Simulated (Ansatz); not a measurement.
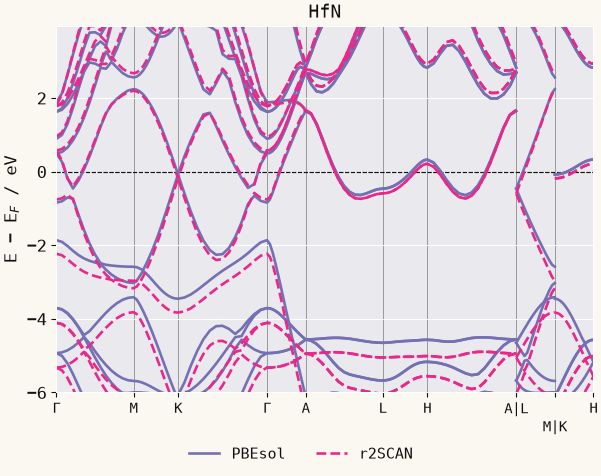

Band structures of NiAs-type HfN, space group P6_3/mmc, 4 atoms in the cell (a = 3.134 Å, c = 5.417 Å (hexagonal axes)), by two methods on the same cell. Each is counted from its own Fermi level.

**How do the methods compare?**

Both give a metal. Levels within 1 eV of the Fermi level in either run differ by 0.09 eV on average and by 0.16 eV at most (between L and M). Filled levels 1 to 5 eV under it lie 0.36 eV deeper on average in r2SCAN than in PBEsol.

Settings. PBEsol: Ansatz PAW, no spin polarisation, no spin-orbit coupling, 6×6×3 k mesh, 420 eV cutoff, Fermi-Dirac smearing of 0.05 eV (Ansatz). r2SCAN: Ansatz PAW, no spin polarisation, no spin-orbit coupling, 6×6×3 k mesh, 500 eV cutoff, Fermi-Dirac smearing of 0.05 eV (Ansatz 0.2.0).

Bands are joined in order of energy. The k mesh is coarse, so the values aren't converged. Spin-orbit coupling is left out, which matters for Hf. The PAW data sets were made with another functional. The usual form of HfN is rocksalt.
